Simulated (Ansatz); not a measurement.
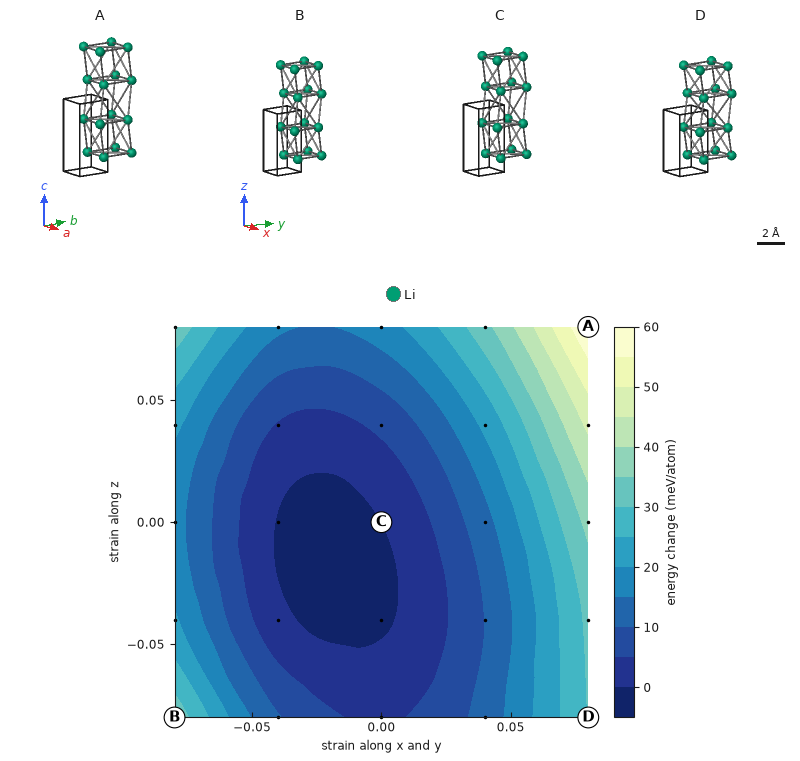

A scan of crystalline Li (P6_3/mmc): the cell is strained equally along x and y and separately along z, with the atoms kept at their fractional coordinates. x, y and z are the Cartesian axes of the input. The map is interpolated between the computed points (dots). The lettered frames are marked on it. Style: ball-and-stick. Shown: the cell of the calculation, repeated 2 × 2 × 2 with one cell outlined, slightly off an axis.

All numbers below come from DFT PBEsol, scalar-relativistic, plane waves, PAW in Ansatz 0.2.0. (plane-wave cutoff 420 eV; k-point mesh 18 × 18 × 10; occupations gaussian; smearing width 0.15 eV; no spin polarisation). Energies (free energies at the smearing named) are counted from the cell as listed in its source, which wasn't relaxed.

**Where is the lowest point of the map, and what else does it tell?**

In pairs of (strain along x and y; strain along z): the lowest computed point lies at (0.000, −0.040) (−0.7 meV/atom), the highest at (0.080, 0.080) (59.4 meV/atom). The valley is tilted: raising the in-plane strain is made harder by raising the strain along z (cross term 0.32 of the geometric mean of the two curvatures). Over the ranges scanned the energy rises more along the first axis, the in-plane strain. The pressure runs from −2.4 GPa at (0.080, 0.080) to 3.7 GPa at (−0.080, −0.080). The frames lie at A (0.080, 0.080): 59.4 meV/atom, B (−0.080, −0.080): 33.3 meV/atom, C (0.000, 0.000): 0.0 meV/atom, D (0.080, −0.080): 30.1 meV/atom.
